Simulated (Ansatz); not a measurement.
## Geometry relaxation, with input and output: AlAs

The run: geometry relaxation of AlAs (2 atoms in the cell). Method and program: DFT r2SCAN, scalar-relativistic, plane waves, PAW, no spin polarisation (Ansatz 0.2.0).

The structure derives from a Materials Project entry.

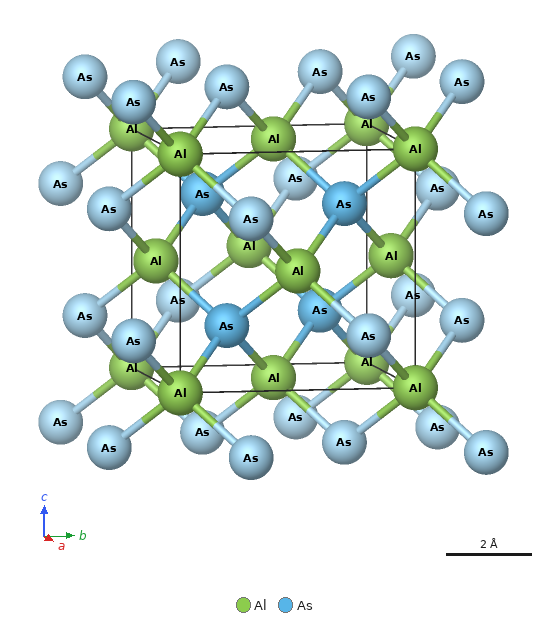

Figure 1. The structure as given in the input (ball-and-stick view of the cell 4 times as large as that of the calculation, set on its symmetry axes, seen slightly off an axis; neighbours outside the cell are drawn fainter). Near neighbours in the crystal (not all of them lie inside the picture): Al has 4 As at 2.46 Å; As has 4 Al at 2.46 Å.

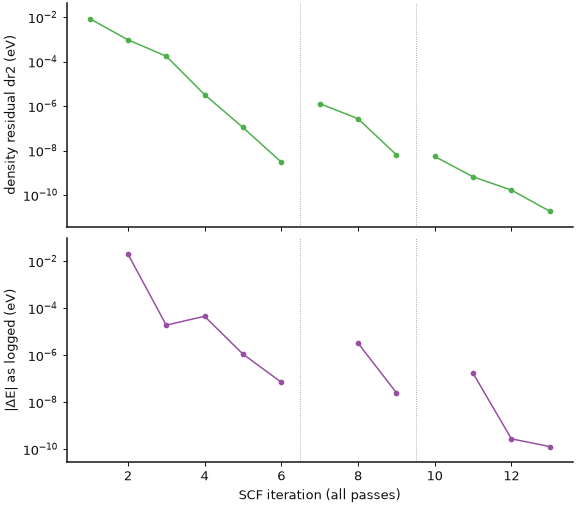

Figure 2. Convergence of the self-consistent field: density residual dr2 and size of the energy change against the SCF iteration. The dotted lines part the SCF passes of the relaxation: geometry steps, rejected trials and re-solves on a re-selected basis. The passes take 6, 3 and 4 iterations.

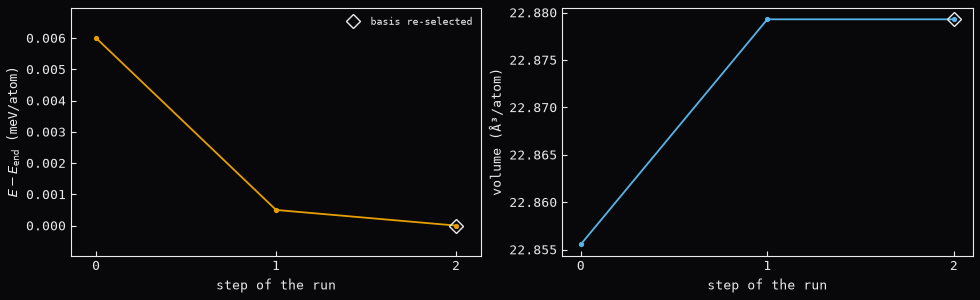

Figure 3. Progress of the relaxation, step by step (the first geometry is step 0 here and step 1 in the log). The atoms keep their places relative to the cell (all moves are under 0.005 Å). The volume changes by +0.1 %, with a = b = c 5.676 → 5.678 Å (0.0 %). The space group stays F-43m (No. 216). The energy falls by next to nothing (0.0 meV per atom) in 1 geometry step. All forces vanish by symmetry, so only the cell relaxes. Pressure: 0.09 GPa at the start and 0.01 GPa at the end. A last SCF at the same geometry on a re-selected plane-wave basis shifts the energy by next to nothing (0.0 meV per atom).

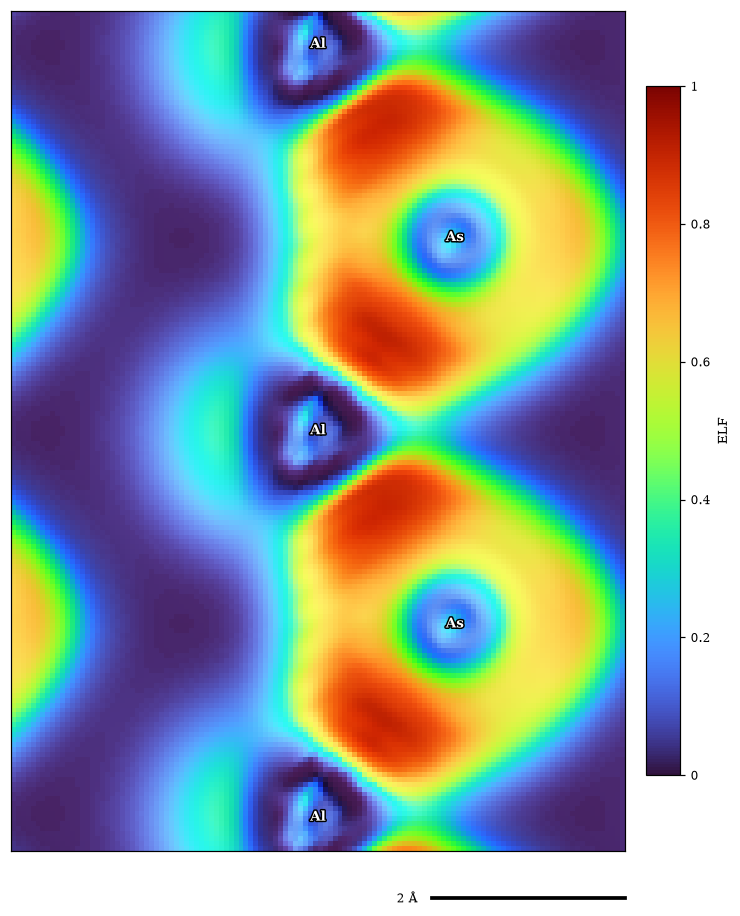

Figure 4. Electron localisation function on the (110) plane of the conventional cell. The section cuts through Al and As sites. Al–As (2.46 Å): the ELF peaks at about 0.95 between the atoms, which marks localised, shared-pair bonding. Core electrons are frozen (PAW), so the fields are smoothed inside the atomic spheres.

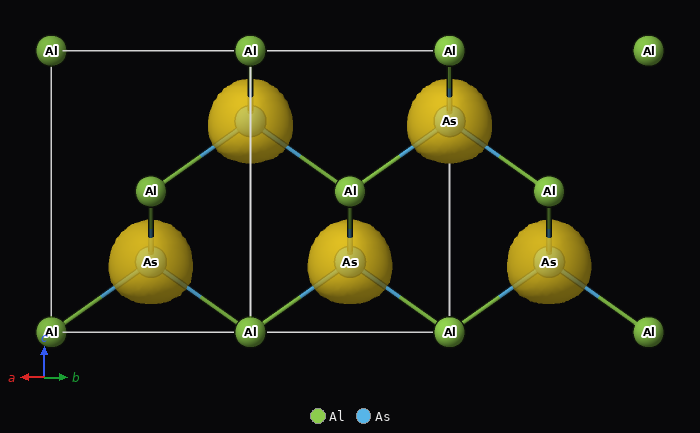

Figure 5. Isosurface of the valence electron density at 0.8 e/Å³ (yellow), seen along [110]. Sticks mark near contacts. The outline is the cell set on symmetry axes. At this value the density breaks into separate islands; it holds about 60 % of the electrons treated as valence. It is pinched off along the Al–As (2.46 Å) contacts. On the grid the lowest density along these lines, outside the cores, is 0.36 e/Å³ (Al–As, 2.46 Å).

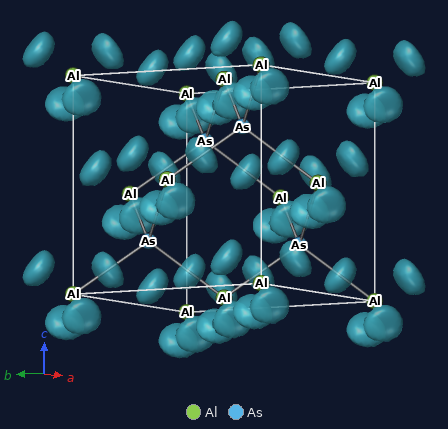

Figure 6. Isosurface of the electron localisation function at 0.85 (cyan), seen at an oblique angle. Only the valence region is drawn (cores and ρ < 0.01 e/Å³ removed). Sticks mark near contacts. The outline is the cell set on symmetry axes. The ELF exceeds this value in 16 regions between bonded Al–As atoms (shared pairs), counted in one cell of 8 atoms.  Values along the shortest contacts: Al–As (2.46 Å): the ELF peaks at about 0.95 between the atoms, as expected for localised, shared-pair bonding.

The input that produced these results follows, with the program's output.

Input file
```yaml
crystal:
  lattice:
    - [0.0, 2.8379008, 2.8379008]
    - [2.8379008, 0.0, 2.8379008]
    - [2.8379008, 2.8379008, 0.0]
  atoms:
    - { symbol: Al, position: [0.0, 0.0, 0.0] }
    - { symbol: As, position: [0.25, 0.25, 0.25] }
basis:
  ecutwfc: 500
kpoints:
  mp_grid: { grid: [8, 8, 8] }
hamiltonian:
  xc: r2scan
scf:
  occupations: { method: gaussian, width: 0.02 }
output:
  forces: true
  stress: true
  eigenvalues: true
  write_density: true
  write_potential: true
  elf: true
  volumetric_format: npy
relax:
  adjacent_minimum: "off"
  f_tol: 0.005
  max_steps: 80
  cell: { stress_tol: 0.05 }
```

Launch command:
```bash
ansatz run input.yaml --threads 8 --pin off --max-ram 20480MiB --backend cpu --events-out ev --progress --plain --runs-dir out
```

What the program printed
```
Engine: ansatz 0.2.0, x86_64-unknown-linux-gnu
Pseudopotentials: kind: paw
Pseudopotential: Al, paw, valence charge 3, recommended cutoff 500 eV (meta_gga), Al.paw.azcp
Pseudopotential: As, paw, valence charge 15, recommended cutoff 500 eV (meta_gga), As.paw.azcp
Functional definition: r2SCAN
  parameter k0 = 0.174
  parameter k1 = 0.065
  parameter a1 = 4.9479
  exchange = r2scan_x(k0 = k0, k1 = k1, a1 = a1)
  correlation = r2scan_c
Crystal: 2 atoms, lattice volume = 45.711 Å³
Basis set: ecut = 500 eV, 1211 PW (Γ), exchange–correlation on 120×120×120 points (64 copies of the dense FFT grid, shifted against one another)
Bands: 13, of which v1, the nominal top of the filled ones, is band 9 counted from 1 (8 counted from 0)
Symmetry: 24 space group operations
Space group: F-43m (ITA 216), of the structure as read, at distance tolerance 3.6e-5 Å
k-points: 29 of 512 (time reversal used)
Non-local potential: Al, projectors of the file, l = 0: 2, l = 1: 2, l = 2: 1
Non-local potential: As, projectors of the file, l = 0: 2, l = 1: 2, l = 2: 3, l = 3: 1
PAW form: soft (Blöchl's): semilocal exchange-correlation on the pseudo side does not see the compensation charge
PAW frozen core: Al, regenerated for the run's functional (the file was generated under x = pbe(κ = 0.804, μ = 0.2195149727645171), c = pbe(β = 0.06672455060314922))
PAW frozen core: As, regenerated for the run's functional (the file was generated under x = pbe(κ = 0.804, μ = 0.2195149727645171), c = pbe(β = 0.06672455060314922))
PAW one-centre angular grid: Al, 302 points (default); XC on 160 Gauss nodes
PAW one-centre angular grid: As, 590 points (default); XC on 160 Gauss nodes
Initial density: superposition of atomic densities (neutral atoms: chi_scale 0, normalization atom), corrected by the library's trained network
Initial wavefunctions: pseudopotential atomic-orbital guess
Functional: x = r2scan, c = r2scan; τ floored in thin density (d = 2e-4 eV/Å³)
SCF iter   1: F=—  HF=-5406.222690 eV  |F-HF|=—  |Δ(HF+E_count)|=         —  Δρ=3.13e-3  dr2=8.85e-3  dr2_τ=8.85e-3  ethr=1.77e-3  ⟨swp⟩=6.1  Hψ=2388  notcnv=0
preconditioner: auto → none  [insulator: Δε(μ)=1.808 eV  Ē_g=10.562 eV  σ=0.020 eV  W_gap=1.00  n_scr=14 (ndim 8)  ℏωp=15.5 eV  f_vac=0.007  D(μ)=0.00/eV (n_scr^D=0)  ε∞_Penn≈3.2]
SCF iter   2: F=—  HF=-5406.243422 eV  |F-HF|=—  |Δ(HF+E_count)|=   2.07e-2  Δρ=1.51e-3  dr2=9.80e-4  dr2_τ=2.85e-5  ethr=4.92e-5  ⟨swp⟩=2.9  Hψ=1047  notcnv=0
SCF iter   3: F=—  HF=-5406.243403 eV  |F-HF|=—  |Δ(HF+E_count)|=   1.92e-5  Δρ=7.22e-4  dr2=1.79e-4  dr2_τ=2.96e-6  ethr=5.44e-6  ⟨swp⟩=2.7  Hψ=734  notcnv=0
SCF iter   4: F=—  HF=-5406.243449 eV  |F-HF|=—  |Δ(HF+E_count)|=   4.57e-5  Δρ=1.13e-4  dr2=3.33e-6  dr2_τ=5.46e-8  ethr=9.93e-7  ⟨swp⟩=2.0  Hψ=476  notcnv=0
SCF iter   5: F=—  HF=-5406.243450 eV  |F-HF|=—  |Δ(HF+E_count)|=   1.12e-6  Δρ=1.73e-5  dr2=1.11e-7  dr2_τ=7.82e-10  ethr=1.85e-8  ⟨swp⟩=2.7  Hψ=601  notcnv=0
SCF iter   6: F=-5406.243450 eV  HF=-5406.243450 eV  |F-HF|=1.61e-9  |Δ(HF+E_count)|=   7.13e-8  Δρ=3.27e-6  dr2=3.05e-9  dr2_τ=1.31e-10  ethr=5.56e-10  ⟨swp⟩=8.9  Hψ=2646  notcnv=0
SCF 1 converged in 6 iterations: F = -5406.243450 eV  dr2 = 3.05e-9
  greatest PAW one-centre occupation: 0.999 electrons in one spin orbital (limit 2), on the As atom at site 1 (counted from 0), in its partial waves of l = 2
relax step   1: F+E_penalty+E_count = -5406.24344985 eV  Δ(F+E_penalty+E_count) = +0.000e0 eV  max|allowed force component| = 1.052e-16 eV/Å  Δτ_max = 0.0000 Å  P = +0.085 GPa  Ω = 45.711 Å³  (6 SCF iters, dr2 threshold 1.00e-7 eV, accepted)
Crystal: 2 atoms, lattice volume = 45.759 Å³
Initial density: handed on by an earlier stage of this run
Initial wavefunctions: those handed on with the density
iter 1 solved again at ethr=7.87e-9 eV; its pass at ethr=3.10e-3 eV (dr2=1.42e-6 eV) is discarded
SCF iter   1: F=—  HF=-5406.243457 eV  |F-HF|=—  |Δ(HF+E_count)|=         —  Δρ=4.09e-5  dr2=1.31e-6  dr2_τ=8.45e-7  ethr=7.87e-9  ⟨swp⟩=2.0  Hψ=2541  notcnv=0
preconditioner: auto → none  [insulator: Δε(μ)=1.815 eV  Ē_g=10.521 eV  σ=0.020 eV  W_gap=1.00  n_scr=14 (ndim 8)  ℏωp=15.5 eV  f_vac=0.006  D(μ)=0.00/eV (n_scr^D=0)  ε∞_Penn≈3.2]
SCF iter   2: F=—  HF=-5406.243461 eV  |F-HF|=—  |Δ(HF+E_count)|=   3.31e-6  Δρ=2.21e-5  dr2=2.77e-7  dr2_τ=3.01e-9  ethr=7.27e-9  ⟨swp⟩=2.0  Hψ=493  notcnv=0
SCF iter   3: F=-5406.243461 eV  HF=-5406.243461 eV  |F-HF|=1.66e-8  |Δ(HF+E_count)|=   2.56e-8  Δρ=3.18e-6  dr2=6.50e-9  dr2_τ=2.84e-10  ethr=1.01e-10  ⟨swp⟩=5.7  Hψ=2056  notcnv=0
SCF 2 converged in 3 iterations: F = -5406.243461 eV  dr2 = 6.50e-9
relax step   2: F+E_penalty+E_count = -5406.24346052 eV  Δ(F+E_penalty+E_count) = -1.067e-5 eV  max|allowed force component| = 4.209e-17 eV/Å  Δτ_max = 0.0000 Å  P = +0.006 GPa  Ω = 45.759 Å³  energy of the carried Pulay correction = -2.821e-6 eV  (3 SCF iters, dr2 threshold 1.82e-8 eV, accepted)
Initial wavefunctions: pseudopotential atomic-orbital guess (no wavefunctions were taken with the density)
iter 1 solved again at ethr=1.12e-7 eV; its pass at ethr=3.10e-3 eV (dr2=2.02e-5 eV) is discarded
SCF iter   1: F=—  HF=-5406.243461 eV  |F-HF|=—  |Δ(HF+E_count)|=         —  Δρ=3.21e-6  dr2=5.51e-9  dr2_τ=2.89e-10  ethr=1.12e-7  ⟨swp⟩=2.8  Hψ=3285  notcnv=0
eigensolver tolerance schedule: the retry pair's looser diagonalisation over-reported the residual by 3663.16 of it (diagonalisation noise at 0.15 of the residual, at the tolerance the schedule requests for it); recorded, not acted on — ethr = c·dr2/N_el stays at c = 1.0e-1
preconditioner: auto → none  [insulator: Δε(μ)=1.814 eV  Ē_g=10.522 eV  σ=0.020 eV  W_gap=1.00  n_scr=14 (ndim 8)  ℏωp=15.5 eV  f_vac=0.006  D(μ)=0.00/eV (n_scr^D=0)  ε∞_Penn≈3.2]
SCF iter   2: F=—  HF=-5406.243462 eV  |F-HF|=—  |Δ(HF+E_count)|=   1.72e-7  Δρ=1.52e-6  dr2=6.66e-10  dr2_τ=3.10e-11  ethr=3.06e-11  ⟨swp⟩=2.4  Hψ=658  notcnv=0
SCF iter   3: F=—  HF=-5406.243462 eV  |F-HF|=—  |Δ(HF+E_count)|=  2.76e-10  Δρ=7.68e-7  dr2=1.68e-10  dr2_τ=4.13e-12  ethr=3.70e-12  ⟨swp⟩=2.1  Hψ=641  notcnv=0
SCF iter   4: F=-5406.243462 eV  HF=-5406.243462 eV  |F-HF|=6.37e-12  |Δ(HF+E_count)|=  1.29e-10  Δρ=2.61e-7  dr2=1.88e-11  dr2_τ=6.93e-13  ethr=1.00e-12  ⟨swp⟩=3.9  Hψ=1553  notcnv=0
SCF 3 converged in 4 iterations: F = -5406.243462 eV  dr2 = 1.88e-11
relax step   3: F+E_penalty+E_count = -5406.24346161 eV  Δ(F+E_penalty+E_count) = -1.096e-6 eV  max|allowed force component| = 4.199e-17 eV/Å  Δτ_max = 0.0000 Å  P = +0.006 GPa  Ω = 45.759 Å³  stress off target by 6.04e-3 GPa  SCF on the basis re-selected at this cell (its energy is not comparable with the rows above)  (4 SCF iters)
basis re-selected at this cell: Δ(F+E_penalty+E_count) = -1.096e-6 eV, ΔP = -0.000 GPa vs the last step (what re-selecting the basis moved, of the pressure what is left beyond the Pulay correction that the steps carried, after the strain that the cell walked since its last selection, with what the two solves' SCF thresholds leave and, on support functions, any second-order correction that the steps lacked; it is no measure of the basis error at this ecutwfc). This SCF's stress stands 6.04e-3 GPa from its target on what of the cell is left free (relax.cell.stress_tol is 5.00e-2 GPa) and its largest allowed force component is 4.20e-17 eV/Å (relax.f_tol is 5.00e-3 eV/Å): within both
SCF converged after 4 iterations
Free energy (F): -5406.243462 eV
Harris-Foulkes:  -5406.243462 eV  (|F-HF|=6.37e-12)
Internal energy: -5406.243462 eV  (E = F + TS)
E sigma→0 (E₀):  -5406.243462 eV
Fermi energy:    6.965961 eV
--- Per-component energies (eV) ---
  E_band       = -278.691278
  E_kinetic    = 126.843495
  E_local      = -2122.700384  (includes V_loc(G=0)·N_el)
  E_nonlocal   = -660.212213
  E_hartree    = 1135.806184
  E_xc         = -111.231900
  E_vxc        = -115.691554  (∫ρ·V_xc dr)
  E_paw        = -2321.247059  (= ΣΔE_a)
  E_vpaw       = 215.910395  (= ΣTr[D̂ρ^β])
  E_aug_tail   = -0.000007  (compensation charges beyond the density's cutoff)
  E_vtau       = 5.546744  (kinetic-family band-sum trace: ∫τ·v_τ [+ j·A + Jᵃ·Aᵃ] dr)
  E_ewald      = -1451.984062
  E_core_change = -1.517516  (= ΣΔE_core)
  E_smearing   = -0.000000  (= −TS)
  E_closure    = 0.000000  (closes the sum)
  Σ components = -5406.243462   (vs F -5406.243462, Δ=0.00e0)
--- Forces (eV/Å), atoms counted from 1 ---
  atom   1  Al     0.00000000    -0.00000000    -0.00000000
  atom   2  As    -0.00000000    -0.00000000     0.00000000
  max |Σ_I F_I| component: 8.25e-17 eV/Å
--- Stress (GPa, compression-positive) ---
        0.006040      -0.000000       0.000000
        0.000000       0.006040       0.000000
        0.000000       0.000000       0.006040
  P = ⅓ Tr σ = 0.0060 GPa (0.060 kbar)
--- Band table (eV; the first three rows and the last of 29) ---
  k-point 0: bands = ["-28.9002", "-28.9002", "-28.9002", "-28.8873", "-28.8873", "-6.2096", "6.0587", "6.0587", "6.0587", "8.6905", "10.7656", "10.7656", "10.7656"]
  k-point 1: bands = ["-28.9002", "-28.9001", "-28.9001", "-28.8872", "-28.8872", "-6.0512", "4.6742", "5.8961", "5.8961", "9.3711", "11.0574", "11.0574", "11.2176"]
  k-point 2: bands = ["-28.9000", "-28.8997", "-28.8997", "-28.8872", "-28.8872", "-5.6124", "2.6650", "5.5715", "5.5715", "9.1638", "11.4116", "11.4116", "13.0774"]
  k-point 28: bands = ["-28.8999", "-28.8993", "-28.8981", "-28.8875", "-28.8867", "-4.1458", "0.9170", "2.8288", "3.2121", "10.7812", "12.1945", "12.3370", "12.6176"]
--- Relaxed structure (2 steps of the walk, 2 accepted, 1 SCFs on fresh bases) ---
  F+E_penalty+E_count = -5406.24346161 eV   max|allowed force component| = 4.199e-17 eV/Å   (the final SCF, on the basis selected at the relaxed cell)
  cell:  # Å, volume = 45.7586 Å³
    - [3.4552991598073216e-34, 2.838883489923209, 2.838883489923209]
    - [2.838883489923209, 3.453706856047042e-33, 2.838883489923209]
    - [2.838883489923209, 2.838883489923209, 3.006269499408398e-33]
  atoms:
    - { symbol: Al, position: [-4.33343729482111e-34, 3.6406528659590075e-34, 4.503098787603666e-34] }
    - { symbol: As, position: [0.25, 0.25, 0.25] }
```

Trajectory as extended XYZ (Å, eV, eV/Å), 3 frames, from step=1 to step=3
```
2
Lattice="0.0000 2.8379 2.8379 2.8379 0.0000 2.8379 2.8379 2.8379 0.0000" Properties=species:S:1:pos:R:3:forces:R:3 step=1 energy=-5406.24345 pressure_GPa=0.09
Al    0.0000    0.0000    0.0000    0.0000   0.0000   0.0000
As    1.4189    1.4189    1.4189    0.0000   0.0000   0.0000
2
Lattice="0.0000 2.8389 2.8389 2.8389 0.0000 2.8389 2.8389 2.8389 0.0000" Properties=species:S:1:pos:R:3:forces:R:3 step=2 energy=-5406.24346 pressure_GPa=0.01
Al    0.0000    0.0000    0.0000    0.0000   0.0000   0.0000
As    1.4194    1.4194    1.4194    0.0000   0.0000   0.0000
2
Lattice="0.0000 2.8389 2.8389 2.8389 0.0000 2.8389 2.8389 2.8389 0.0000" Properties=species:S:1:pos:R:3:forces:R:3 step=3 energy=-5406.24346 pressure_GPa=0.01
Al    0.0000    0.0000    0.0000    0.0000   0.0000   0.0000
As    1.4194    1.4194    1.4194    0.0000   0.0000   0.0000
```

Summary

| quantity | value |
| --- | --- |
| outcome | converged |
| space group (tolerance 0.01 Å) | F-43m (216) |
| electrons treated | 18 |
| free energy | −5406.2435 eV |
| Fermi energy | 6.966 eV |
| gap on the k-point mesh | 1.81 eV |
| pressure | 0.01 GPa |
| final volume | 45.76 Å³ |
| largest force (length of the vector) at the end | under 0.001 eV/Å |
| final cell | a = 4.015 Å, b = 4.015 Å, c = 4.015 Å, α = 60.00°, β = 60.00°, γ = 60.00° |
| hardware | 8 threads of Intel Xeon @ 2.70GHz, 189 GiB of memory available, shared host |
| wall time | 5.5 s (CPU time 27 s) |
| peak memory | 0.53 GiB |
